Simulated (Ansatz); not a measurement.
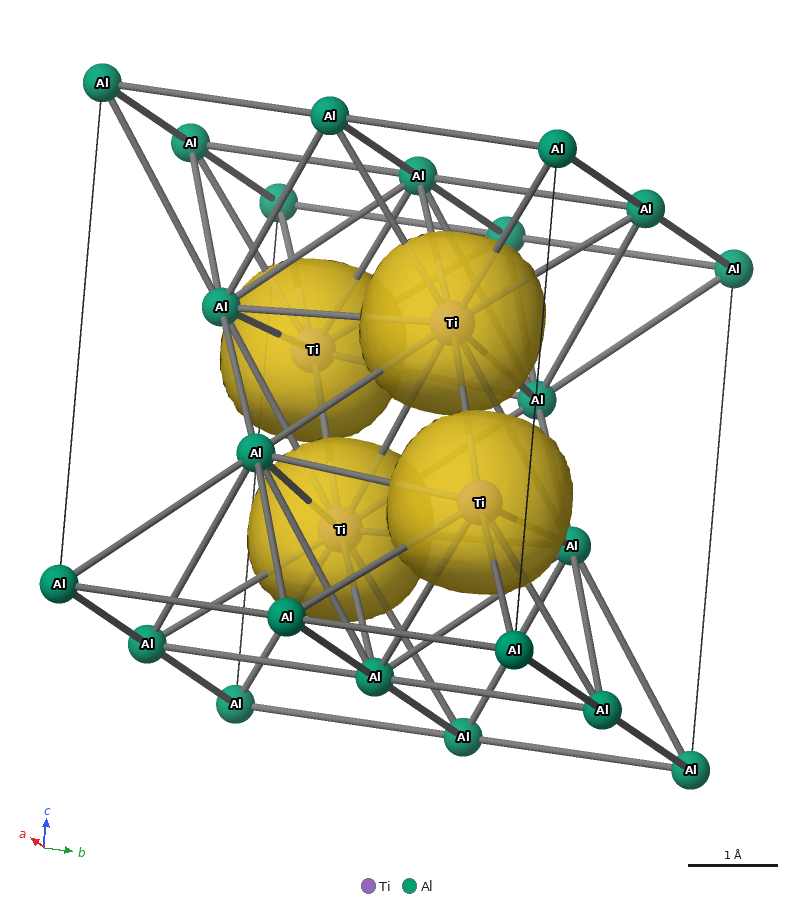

*TiAl2. Isosurface of the valence electron density at 0.3 e/Å³ (yellow), seen at an oblique angle. Sticks mark near contacts.*

Space group Cmmm; computed without spin polarisation.

The calculation used Ansatz, DFT r2SCAN, scalar-relativistic, plane waves, PAW.

In a PAW calculation such maps are meaningful between the atoms, not at the nuclei.

```
CELL_PARAMETERS angstrom
3.91335 0.00000 -3.99286
3.91335 0.00000 3.99286
-1.95668 -6.03394 0.00000
ATOMIC_POSITIONS crystal
Ti 0.32821 0.32821 0.31284
Ti 0.82821 0.82821 0.31284
Ti 0.17179 0.17179 0.68716
Ti 0.67179 0.67179 0.68716
Al 0.00000 0.00000 0.00000
Al 0.50000 0.50000 0.00000
Al 0.16371 0.66371 0.65484
Al 0.66371 0.16371 0.65484
Al 0.83629 0.33629 0.34516
Al 0.33629 0.83629 0.34516
Al 0.00000 0.50000 0.00000
Al 0.50000 0.00000 0.00000
```

Q: Which contacts does the surface bridge?

A: At this value the density breaks into separate islands; it holds about 55 % of the electrons treated as valence (semicore included). It bridges none of the near contacts. It is pinched off along the sampled Al–Al (2.71 Å), Ti–Al (2.72 Å), Ti–Ti (2.99 Å) and Al–Al (2.80 Å) contacts. On the grid the lowest density along these lines, outside the cores, is 0.24 e/Å³ (Al–Al, 2.71 Å), 0.23 e/Å³ (Ti–Al, 2.72 Å), 0.2 e/Å³ (Ti–Ti, 2.99 Å) and 0.23 e/Å³ (Al–Al, 2.80 Å).

Q: Metal or insulator at this level of theory?

A: It is gapless in this calculation (a metal or semimetal).
